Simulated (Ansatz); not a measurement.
Consider AlPt.

```
Al Pt
1.0
     4.91627    0.00000    0.00000
     0.00000    4.91627    0.00000
     0.00000    0.00000    4.91627
Al Pt
4 4
Direct
  0.84404 0.84404 0.84404
  0.65596 0.15596 0.34404
  0.34404 0.65596 0.15596
  0.15596 0.34404 0.65596
  0.15488 0.15488 0.15488
  0.34512 0.84512 0.65488
  0.65488 0.34512 0.84512
  0.84512 0.65488 0.34512
```

Space group P2₁3; a structure from a database of computed crystals, not necessarily the ambient phase; computed pressure about −4 GPa in this cell.

All numbers below come from DFT r2SCAN, scalar-relativistic, plane waves, PAW in Ansatz.

Predict the valence pseudo-density and electron localisation function between the atoms.

Answer. Al–Pt (2.62 Å): ρ is about 0.39 e/Å³ halfway; the ELF is about 0.45 at the midpoint.
Bader's partition of the density gives Al +2.13 and Pt −2.13 e.

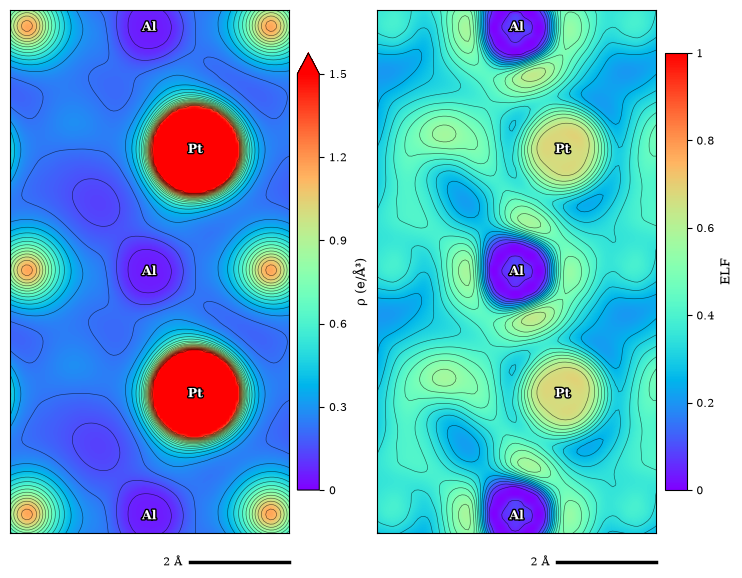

Computed valence pseudo-density and electron localisation function on the (100) plane of the conventional cell, in this order. Atoms just off the plane (Al, 0.9 Å away and Pt, 0.9 Å away) can leave unmarked features too.

Core electrons are frozen (PAW), and the valence fields are smoothed inside the atomic spheres.
